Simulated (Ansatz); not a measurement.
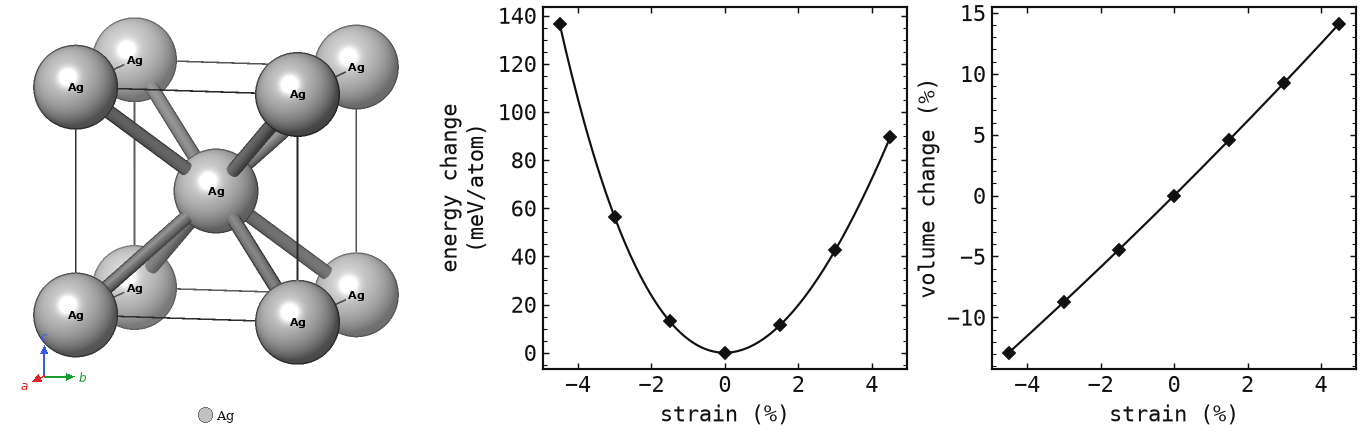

The figure shows the energy change and volume change against strain for Ag, space group Im-3m (No. 229). The cell is drawn beside the plot.

Structure:
```
CELL_PARAMETERS angstrom
3.22511 0.00000 0.00000
0.00000 3.22511 0.00000
0.00000 0.00000 3.22511
ATOMIC_POSITIONS crystal
Ag 0.00000 0.00000 0.00000
Ag 0.50000 0.50000 0.50000
```

Calculation (Ansatz 0.2.0): energy, stress and cell of a relaxed crystal along a series of strains, atoms and what the cell freedom names relaxed within the symmetry; plane waves with PAW datasets, Γ-centred k mesh; energies extrapolated to zero smearing. Level: PBEsol, no spin polarisation.

wave cutoff 420 eV; k mesh 16×16×16; occupations Gaussian; smearing width 0.1 eV; strain kind isotropic; cell freedom cell held, all vectors scaled.

**Does the undistorted structure sit at the bottom of the curve?**

Yes: the energy rises on both sides of the starting structure, which is therefore a minimum along this path.

**What does the volume change do across the range?**

It rises from −12.90 % at strain −4.5 % to 14.12 % at 4.5 %.

**Is there a gap?**

No, the levels on the k mesh show a metal at every point.
